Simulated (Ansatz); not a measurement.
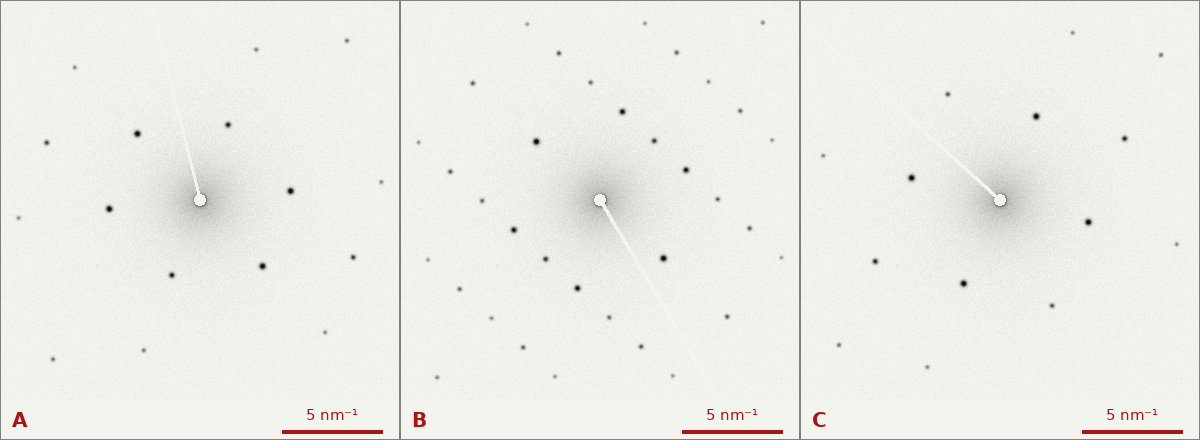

Kinematic zone-axis patterns, calculated for 300 keV electrons with B = 0.5 Å².

All three come from Al, space group P6_3/mmc (No. 194), a = 2.878 Å, c = 4.636 Å (hexagonal axes). Structure: coordinates from a relaxation with DFT, PBE, plane waves (420 eV) with PAW, scalar-relativistic (Ansatz); the starting structure was generated, so it need not be a known form of this composition.

**Assign the zone axes [100], [101], [211] to A, B and C.**

A is [101]: centred rectangular net of 0 1 0 at d = 2.49 Å and 1 0 -1 at d = 2.20 Å, at 63.9°. B is [100]: rectangular net of 0 0 1 (itself extinct) at d = 4.64 Å and 0 1 0 at d = 2.49 Å, at 90.0°. C is [211]: centred rectangular net of 0 1 -1 at d = 2.20 Å and -1 1 1 at d = 2.20 Å, at 80.6°.
